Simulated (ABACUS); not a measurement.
## A series of single points on I

System: I (C2/m, 1 atom in the cell).
Method: Kohn-Sham DFT of a periodic cell, PBE, PseudoDojo NC SR 0.4.1 PBE standard, no spin polarisation (ABACUS 3.10.1).

The 7 runs differ only in the geometry, by an even scaling of the cell at fixed fractional positions. The structure derives from a Materials Project entry.

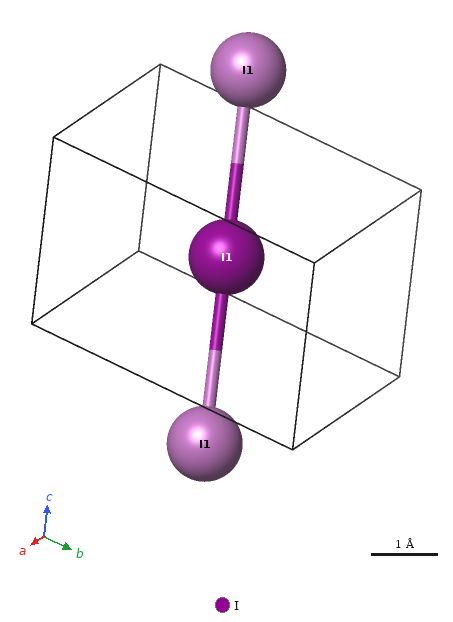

Figure 1. The structure of run 4 (ball-and-stick view of the cell of the calculation, seen slightly off an axis; neighbours outside the cell are drawn fainter; atoms are numbered from 1 in the order of the input).

**The input of run 4**
```
INPUT_PARAMETERS
suffix              I
calculation         scf
basis_type          pw
pseudo_dir          ./
symmetry            1
dft_functional      pbe
ecutwfc             71
pseudo_rcut         10
nspin               1
nbands              8
ks_solver           dav
smearing_method     fd
smearing_sigma      0.00367493
scf_thr             1e-08
scf_nmax            100
mixing_type         broyden
mixing_beta         0.7
cal_force           1
cal_stress          1
kpar                4
```

**File STRU of run 4**
```
ATOMIC_SPECIES
I 126.9045 I.upf

LATTICE_CONSTANT
1.8897261246

LATTICE_VECTORS
2.5383465792 -3.7066249365 0.0000000000
2.5383465792 3.7066249365 0.0000000000
-1.6208748370 0.0000000000 2.3810977968

ATOMIC_POSITIONS
Direct

I
0.0
1
0.5000000000 0.5000000000 0.5000000000 1 1 1
```

**File KPT of run 4**
```
K_POINTS
0
Gamma
7 7 11 0 0 0
```

Command:
```bash
OMP_NUM_THREADS=1 mpirun -np 4 abacus > log
```

Lattice vectors (Å) and fractional positions of run 4:
```
   2.538347   -3.706625    0.000000
   2.538347    3.706625    0.000000
  -1.620875    0.000000    2.381098
I   0.500000  0.500000  0.500000
```

Run 3 differs from it as follows:
```diff
-2.5383465792 -3.7066249365 0.0000000000
-2.5383465792 3.7066249365 0.0000000000
--1.6208748370 0.0000000000 2.3810977968
+2.5213101828 -3.6817475095 0.0000000000
+2.5213101828 3.6817475095 0.0000000000
+-1.6099961546 0.0000000000 2.3651167932
```

**Results, with one run withheld**

```csv
run,volume per atom (Å³),"free energy per atom, from the lowest run given (meV)",pressure (GPa)
1,42.118,43.66,2.96
2,43.014,28.93,2.30
3,43.910,?,?
4,44.806,9.49,1.20
5,45.702,4.02,0.75
6,46.598,0.95,0.35
7,47.494,0.00,−0.01
```

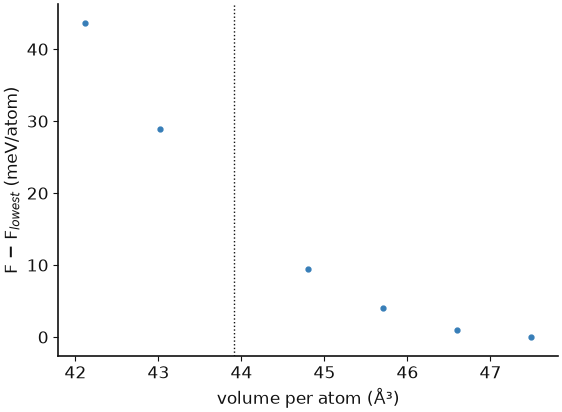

Figure 2. Free energy per atom of the runs given; the dotted line marks run 3.

What should run 3 give?

A cubic polynomial in V^(−2/3) (the Birch–Murnaghan form), fitted to the 6 runs given, misses them by under 0.01 meV per atom. With x = V^(−2/3) − 0.07917 Å⁻², it reads F = 8.8602 + 6185.2 x + 1.1095e+06 x² + 1.0405e+07 x³ (meV per atom). At run 3 it gives 17.67 meV per atom, and the run itself gives 17.67. The slope of the fit gives a pressure −dF/dV of 1.73 GPa there, and the run prints 1.72 GPa. The fit has its minimum at 47.481 Å³ per atom, where V d²F/dV² gives 17.8 GPa. Cell shape and fractional positions are held, so this is the stiffness under even scaling; the relaxed bulk modulus wasn't computed and can be far lower in a crystal of layers, chains or molecules like this one.

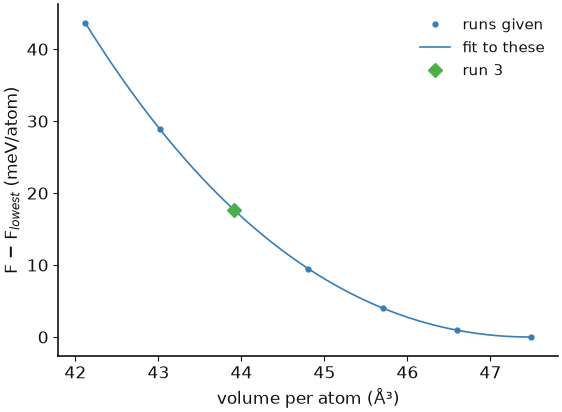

Figure 3. The fit and the withheld run.

**Some lines of the output (run 3)**
```
[...]
                          Volume (Bohr^3) = 296.319
                             Volume (A^3) = 43.9099
 E_Fermi        0.2090294801         2.8439919794
 E_Fermi        0.2074557601         2.8225804203
 E_Fermi        0.2061350608         2.8046113841
 E_Fermi        0.2060865922         2.8039519348
 E_Fermi        0.2060510740         2.8034686859
 E_KS(sigma->0) -25.8631248035       -351.8858654134
 E_Fermi        0.2060661428         2.8036737071
 final etot is -351.88856666 eV
 EFERMI = 2.8036737071 eV
 TOTAL-PRESSURE: 17.199562 KBAR
 !FINAL_ETOT_IS -351.8885666571638353 eV
```

Notes: The cell holds an odd number of electrons but the run has no spin polarisation, so it comes out as a metal.
